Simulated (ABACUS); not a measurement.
# Energy of HfB along an even scaling of the cell

System: HfB (Fm-3m, 2 atoms in the cell).
Method: Kohn-Sham DFT of a periodic cell, PBE, PseudoDojo NC SR 0.4.1 PBE standard, no spin polarisation (ABACUS 3.10.1).

The 7 runs differ only in the geometry, by an even scaling of the cell at fixed fractional positions. The structure derives from an entry of the Crystallography Open Database.

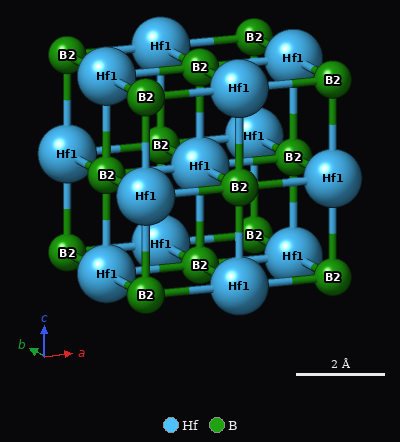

Figure 1. The structure of run 4 (ball-and-stick view of the cell 4 times as large as that of the calculation, set on its symmetry axes, seen slightly off an axis; atoms are numbered from 1 in the order of the input).

## The input of run 4
```
INPUT_PARAMETERS
suffix              HfB
calculation         scf
basis_type          pw
pseudo_dir          ./
symmetry            1
dft_functional      pbe
ecutwfc             76
pseudo_rcut         10
nspin               1
nbands              12
ks_solver           dav
smearing_method     fd
smearing_sigma      0.00367493
scf_thr             1e-08
scf_nmax            100
mixing_type         broyden
mixing_beta         0.7
cal_force           1
cal_stress          1
kpar                4
```

## File STRU of run 4
```
ATOMIC_SPECIES
Hf 178.4900 Hf.upf
B 10.8100 B.upf

LATTICE_CONSTANT
1.8897261246

LATTICE_VECTORS
0.0000000000 2.3100000000 2.3100000000
2.3100000000 0.0000000000 2.3100000000
2.3100000000 2.3100000000 0.0000000000

ATOMIC_POSITIONS
Direct

Hf
0.0
1
0.5000000000 0.5000000000 0.5000000000 1 1 1

B
0.0
1
0.0000000000 0.0000000000 0.0000000000 1 1 1
```

## File KPT of run 4
```
K_POINTS
0
Gamma
10 10 10 0 0 0
```

Command:
```bash
OMP_NUM_THREADS=1 mpirun -np 4 abacus > log
```

Run 2 differs from it as follows:
```diff
-0.0000000000 2.3100000000 2.3100000000
-2.3100000000 0.0000000000 2.3100000000
-2.3100000000 2.3100000000 0.0000000000
+0.0000000000 2.2787799567 2.2787799567
+2.2787799567 0.0000000000 2.2787799567
+2.2787799567 2.2787799567 0.0000000000
```

## Results, with one run withheld

```csv
run,volume per atom (Å³),"free energy per atom, from the lowest run given (meV)",pressure (GPa)
1,11.587,290.25,49.93
2,11.833,?,?
3,12.080,157.74,36.52
4,12.326,106.07,30.66
5,12.573,63.04,25.30
6,12.819,27.90,20.39
7,13.066,0.00,15.87
```

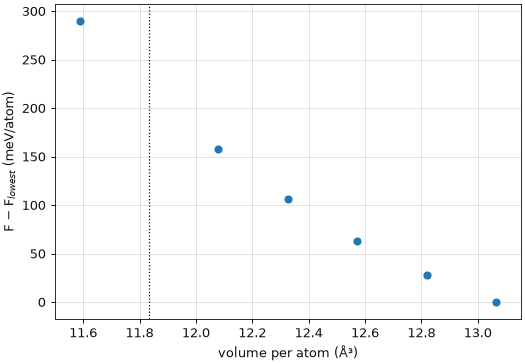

Figure 2. Free energy per atom of the runs given; the dotted line marks run 2.

What should run 2 give?

A cubic polynomial in V^(−2/3) (the Birch–Murnaghan form), fitted to the 6 runs given, misses them by at most 0.06 meV per atom. With x = V^(−2/3) − 0.18674 Å⁻², it reads F = 93.768 + 18159 x + 5.6613e+05 x² − 3.7901e+05 x³ (meV per atom). At run 2 it gives 218.96 meV per atom, and the run itself gives 218.83. The slope of the fit gives a pressure −dF/dV of 42.99 GPa there, and the run prints 42.94 GPa. The two needn't agree exactly: the fit is approximate, and the printed stress is taken on a finite basis. The fit has no minimum inside this range.

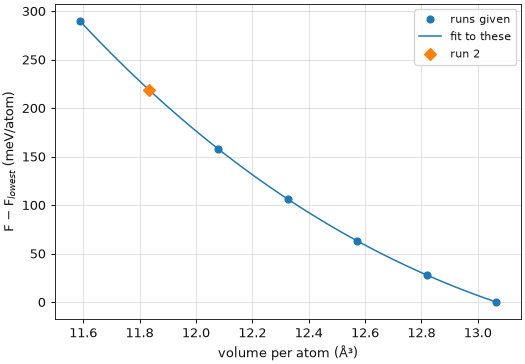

Figure 3. The fit and the withheld run.

## Some lines of the output (run 2)
```
[...]
                             Volume (A^3) = 23.6666
 E_Fermi        1.1141806088         15.1592048810
 E_Fermi        1.1499671831         15.6461062029
 E_Fermi        1.1404250397         15.5162786815
 E_Fermi        1.1398575243         15.5085572388
 E_Fermi        1.1400617205         15.5113354711
 E_Fermi        1.1401016489         15.5118787241
 E_Fermi        1.1401050502         15.5119250008
 E_KS(sigma->0) -118.7289577689      -1615.3903432583
 E_Fermi        1.1401115812         15.5120138604
 final etot is -1615.39511 eV
 EFERMI = 15.51201386 eV
 TOTAL-PRESSURE: 429.359813 KBAR
 !FINAL_ETOT_IS -1615.3951099994164906 eV
```

Notes: Spin–orbit coupling is left out, which matters for Hf.
